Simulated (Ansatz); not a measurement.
The calculation's input:

```
crystal:
  lattice:
    - [2.5087542108, 0.0014369858, 0.0]
    - [1.2531178344, 2.1733719075, 0.0]
    - [0.0, 0.0, 26.0]
  atoms:
    - { symbol: B, position: [0.4999824916, 0.4999824916, 0.5] }
    - { symbol: "N", position: [0.8333175184, 0.8333175184, 0.5] }
  periodic: [true, true, false]
basis:
  ecutwfc: 500
kpoints:
  mp_grid: { grid: [10, 10, 1] }
  band_path:
    path:
      - [0, 0, 0]
      - [0.5, 0, 0]
      - [0.6666666666667, 0.3333333333333, 0]
      - [0, 0, 0]
    npoints: 8
hamiltonian:
  xc: r2scan
scf:
  occupations: { method: gaussian, width: 0.02 }
output:
  forces: true
  stress: true
  eigenvalues: true
  populations: true
  write_density: true
  write_potential: true
  elf: true
  volumetric_format: npy
```

Launched as:

```sh
ansatz run input.yaml --threads 1 --pin off --max-ram 3072MiB --backend cpu --events-out ev --progress --plain --runs-dir out
```

All numbers below come from Ansatz, DFT r2SCAN, scalar-relativistic, plane waves, PAW.

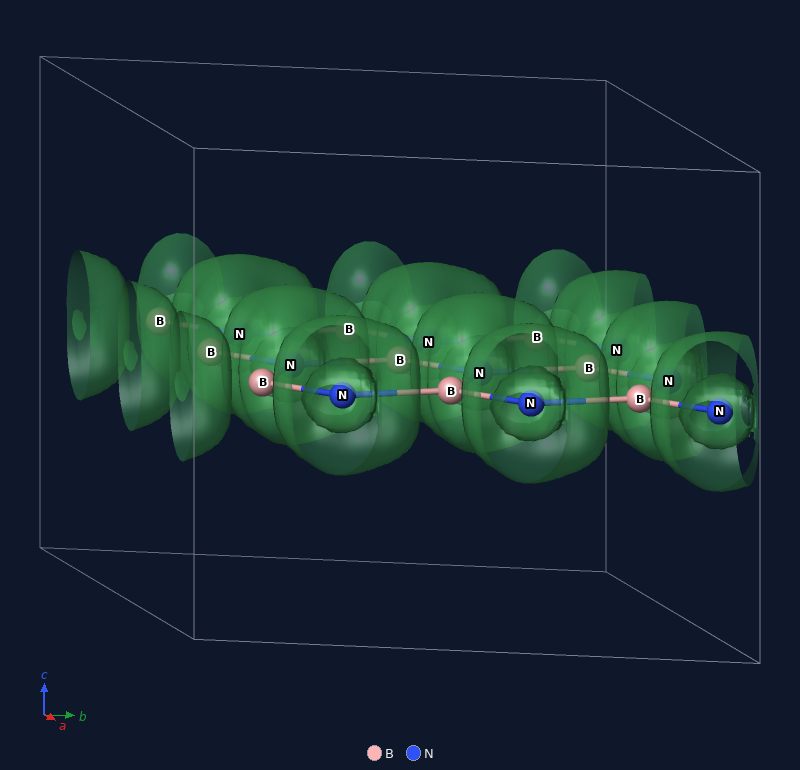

BN (slab). Isosurface of the electron localisation function at 0.7 (green), seen slightly off an axis. Only the valence region is drawn (cores and ρ < 0.01 e/Å³ removed). Sticks mark near contacts.

Core electrons are frozen (PAW), and the valence fields are smoothed inside the atomic spheres.

> What do the ELF domains correspond to?

At this value the surface marks out one region on N in which the atom's valence shell and bonds are merged, counted in one cell of 2 atoms. Counts are for one cell; the picture repeats the cell along the surface. Along the contacts the grid gives the following. B–N (1.45 Å): the ELF peaks at about 0.95 between the atoms, as expected for a polar covalent bond.
